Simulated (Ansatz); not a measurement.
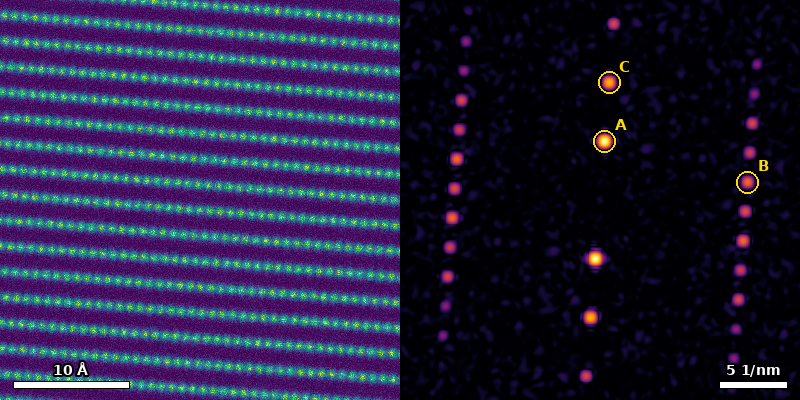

Z-contrast image of a crystal. Simulated incoherent Z contrast: every atom adds Z^1.7 spread by a probe of 0.64 Å full width; channelling and multiple scattering are left out. The probe carries 15 % of its weight in a tail 2.5 times as wide. Shot noise was added.

The right panel is the modulus of the image's Fourier transform on a logarithmic scale.

Question: Which lattice spacings do the marked spots stand for, and what angle do A and B enclose?

Answer: A: 2.2 Å, B: 0.9 Å, C: 1.1 Å; A and B enclose about 79°.

The crystal is Ir (P6_3/mmc, No. 194) along [310]; the spots are (002), (-1 3 1) and (004). Atomic positions: the end point of a relaxation with Ansatz, DFT, RPBE, plane waves (420 eV) with PAW, scalar-relativistic; the starting structure was generated, so it need not be a known form of this composition.
